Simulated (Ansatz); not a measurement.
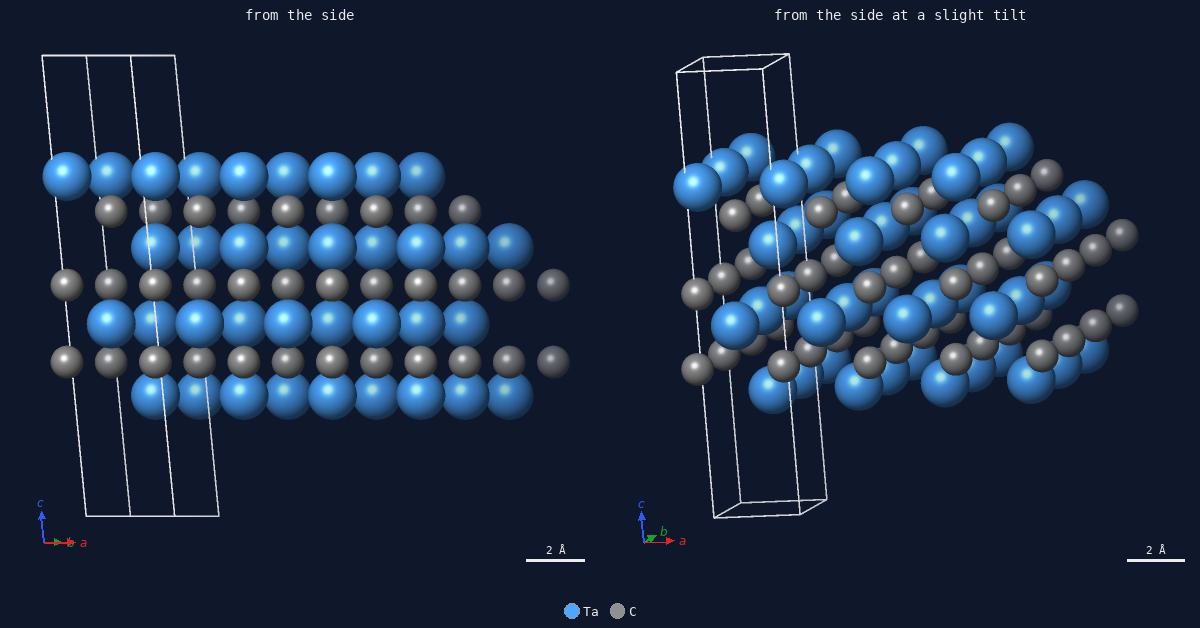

A spheres-only picture of a periodic slab, seen from the side and from the side at a slight tilt. The surface normal points up in side views; the box is the simulation cell. 4×3 cells are drawn in the plane, with atoms at the edges repeated.

The cell holds 4 Ta, 3 C.

Are the two faces alike, and what ends them?

The top face ends in Ta, the bottom face in Ta. The two faces are alike.

What is its extent along the surface normal?

About 8 Å from the lowest to the highest atom, with about 8 Å of vacuum to the next image.

What is the order of the atomic planes, starting from the top?

Seven planes: Ta / C / Ta / C / Ta / C / Ta.

The initial geometry was a structure listed in the Materials Project. The cell was then strained or its atoms displaced on purpose. Ansatz was used for an electronic-structure calculation on it.

At this level of theory the run's own cell isn't at rest (forces up to 0.8 eV/Å), so its distances can differ from those at equilibrium, the more so the softer the solid.
